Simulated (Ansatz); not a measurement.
Consider NaF.

Input file:

```
crystal:
  lattice:
    - [0.0, 2.31510349372, 2.31510349372]
    - [2.31510349372, 0.0, 2.31510349372]
    - [2.31510349372, 2.31510349372, 0.0]
  atoms:
    - { symbol: Na, position: [0.0, 0.0, 0.0] }
    - { symbol: F, position: [0.5, 0.5, 0.5] }
kpoints:
  mp_grid: { grid: [8, 8, 8] }
scf:
  occupations: { method: fixed }
hamiltonian:
  xc: pbesol
  pseudopotentials: { kind: paw }
relax:
  f_tol: 0.002
  max_steps: 80
  cell: { p_target: 1 }
output:
  forces: true
  stress: true
  write_density: true
  write_potential: true
  elf: true
  volumetric_format: npy
```

Command:

```sh
ansatz run input.yaml --threads 1 --pin off --max-ram 3072MiB --backend cpu --events-out ev --progress --plain --runs-dir out
```

Below, planes, directions and counts refer to the conventional cell (a = 4.60 Å, b = 4.60 Å, c = 4.60 Å, α = 90.00°, β = 90.00°, γ = 90.00°).

The fields are those of the relaxed geometry.

Space group Fm-3m.

Theory: Ansatz 0.2.0, DFT, PBEsol, PAW with Ansatz's default frozen-core files, scalar-relativistic; relaxation of cell and atoms.

What will maps of the valence pseudo-density and electron localisation function show?

Answer. Na–F (2.30 Å): the density is about 0.16 e/Å³ at the midpoint; the ELF is about 0.05 at the midpoint: a closed-shell, largely ionic contact.

Does the calculation make it a metal, or give it a gap?

Answer. It is gapped, with a Kohn–Sham gap of 6.3 eV on the k-point mesh, an upper bound to the gap of this method.

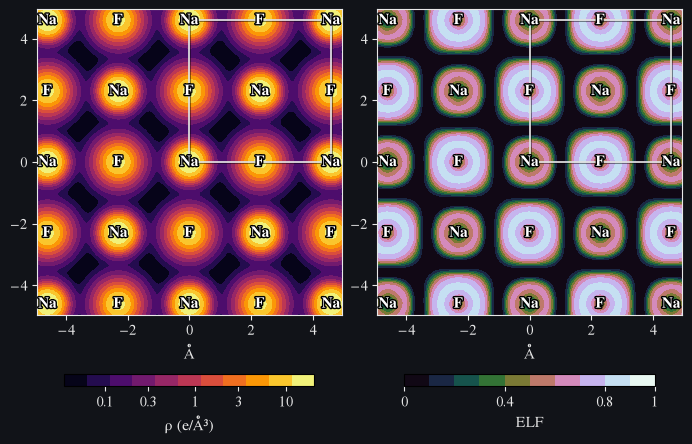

Computed valence pseudo-density and electron localisation function on the (001) plane of the conventional cell, in this order. 

In a PAW calculation such maps are meaningful between the atoms, not at the nuclei.
